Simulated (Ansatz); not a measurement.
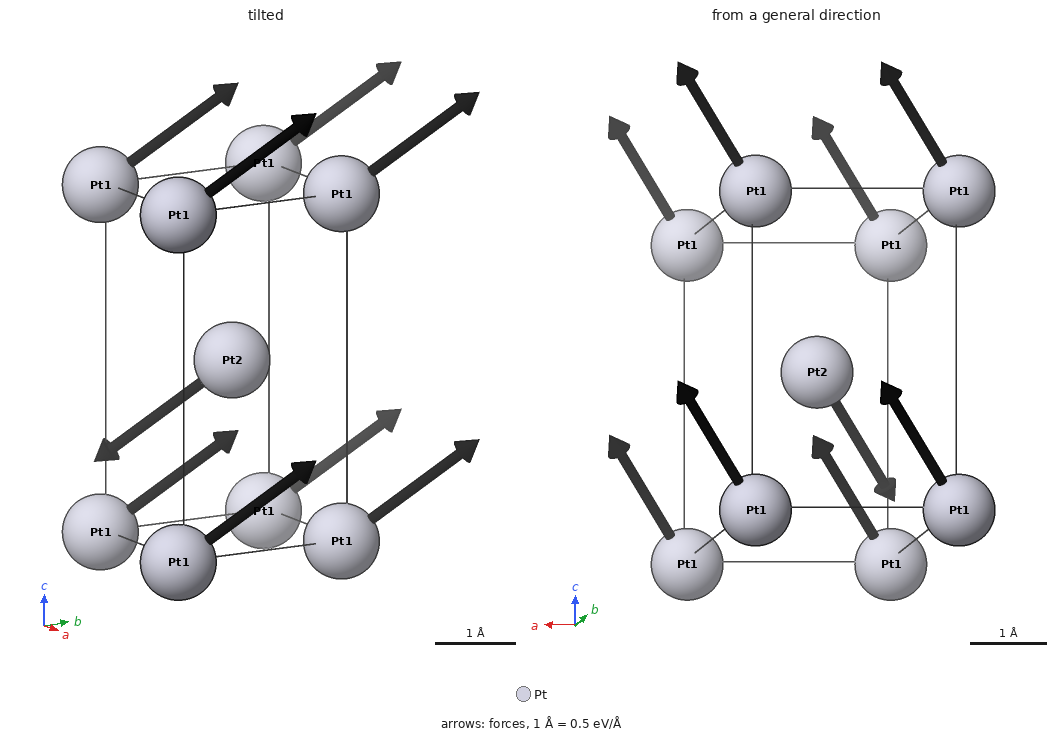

The figure gives a spheres-only picture of the atoms, viewed slightly off an axis and from a general direction. The lines enclose the simulation cell; boundary atoms appear with their images. The arrows are the computed forces on the atoms.

System: Pt. Theory: Ansatz, DFT PBEsol, scalar-relativistic, plane waves, PAW. Numerical settings: a basis cut at 420 eV, 14×14×8 k-mesh, Gaussian smearing of 0.15 eV, no spin polarisation.

### Do the forces show a relaxed structure?

No. The atoms still feel forces of up to about 0.9 eV/Å, far above a usual threshold of 0.01 to 0.03 eV/Å.

### Find the atom with the largest force.

Pt1 and Pt2, about 0.9 eV/Å.

The structure was taken from a structure listed in the Materials Project. The cell was then strained or its atoms displaced on purpose. It was the input of a calculation with Ansatz.
